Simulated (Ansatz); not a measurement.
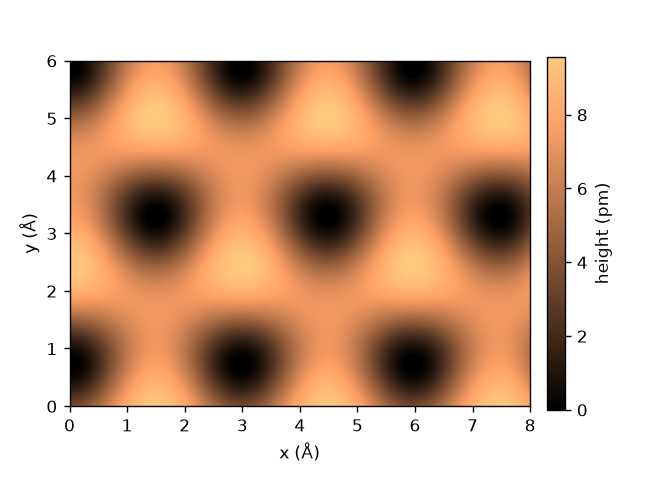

Simulated STM image (constant-current image at a set point of 7.3 × 10⁻⁵ e/Å³, sample bias +0.25 V).

Tersoff–Hamann simulation (s-wave tip); biases are sample biases. Bias windows are sharp sums over the levels of the k mesh.

What is the lattice of this pattern?

The pattern repeats on a hexagonal lattice with shortest vectors of 3.0 Å at 60° (or 120°), a cell of 7.7 Å².

The surface:

Nb(111) (Fm-3m bulk, 5 atomic planes (those closer than 0.6 Å count as one), 9 Å). The brightest spots lie over the sites above the Nb atoms 2.2 Å below the top plane; the darkest points are over the top Nb atoms. So weak a contrast (10 pm) depends on the k-mesh and on the tip.

All numbers here come from Ansatz 0.2.0, DFT PBEsol, scalar-relativistic, plane waves, PAW. Cutoff 420 eV, 27 × 27 k-points, Gaussian smearing 0.1 eV, dipole correction. The slab is a cut without reconstruction beyond its cell, at the source's lattice constants, with its lower half held fixed and the rest relaxed. Relaxation changes the spacing of inner planes by up to 12 %, all the same way; the held half keeps the source's spacing. This isn't the element's usual bcc form. No spin polarisation. The run couldn't confirm all of its levels under its output density. The run warns that the functional's potential is rough in the thin density of the vacuum, where the tip is; weak contrasts and barriers may feel it.
